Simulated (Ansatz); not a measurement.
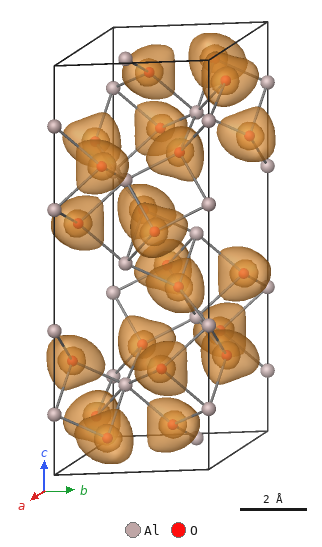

Figure. Al$_{2}$O$_{3}$. Isosurface of the electron localisation function at 0.75 (orange), seen slightly off an axis. Core shells and regions of very low density are left out. Sticks mark near contacts.

Space group R-3c; changed on purpose from its base cell (volume × 0.98, shape and atoms relaxed); computed pressure about 5 GPa in this cell.

Level of theory: Ansatz 0.2.0, DFT PBEsol, scalar-relativistic, plane waves, PAW.

In a PAW calculation such maps are meaningful between the atoms, not at the nuclei.

Q: Where are the electrons localised?

A: At this value the surface marks out 18 regions on O in which the atom's valence shell and bonds are merged, counted in one cell of 30 atoms. Regions shared between cells count once.

Values along the shortest contacts:
Al–O (1.85 Å): the ELF peaks at about 0.85 in the valence shell of O, 0.7 Å from its nucleus, and is about 0.80 at the midpoint. Al–O (1.96 Å): the ELF peaks at about 0.85 in the valence shell of O, 0.7 Å from its nucleus, and is about 0.75 at the midpoint.

Q: Does the calculation give a band gap?

A: It is gapped, with a Kohn–Sham gap of 6.3 eV on the k-point mesh, an upper bound to the gap of this method.
